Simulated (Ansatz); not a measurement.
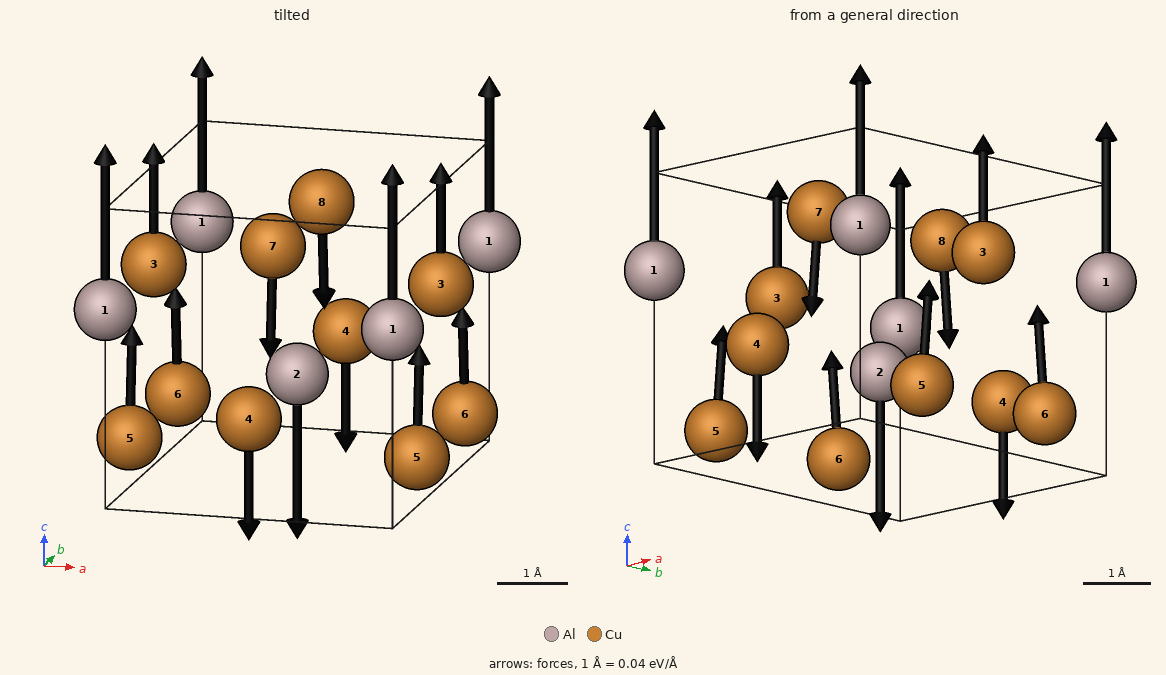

Spheres-only representation of a periodic structure, projected slightly off an axis and from a general direction. The simulation cell is outlined; an atom on or near a face, edge or corner is repeated at each equivalent position. The arrows are the computed forces on the atoms.

System: AlCu3. Method: DFT PBEsol, scalar-relativistic, plane waves, PAW (Ansatz 0.2.0); 420 eV cutoff, k-grid 10×8×10, Gaussian smearing of 0.15 eV, no spin polarisation.

### Has this structure been optimised to equilibrium?

No. The atoms still feel forces of up to about 0.082 eV/Å, above a usual threshold of 0.01 to 0.03 eV/Å.

### Which atom has the biggest force on it?

Al1 and Al2, about 0.082 eV/Å.

### Give the mean magnitude of the force by element.

Mean magnitudes: about Al 0.082 eV/Å, Cu 0.05 eV/Å.

Its origin is a structure listed in the Materials Project. The cell was then strained or its atoms displaced on purpose. A calculation with Ansatz used it as input.
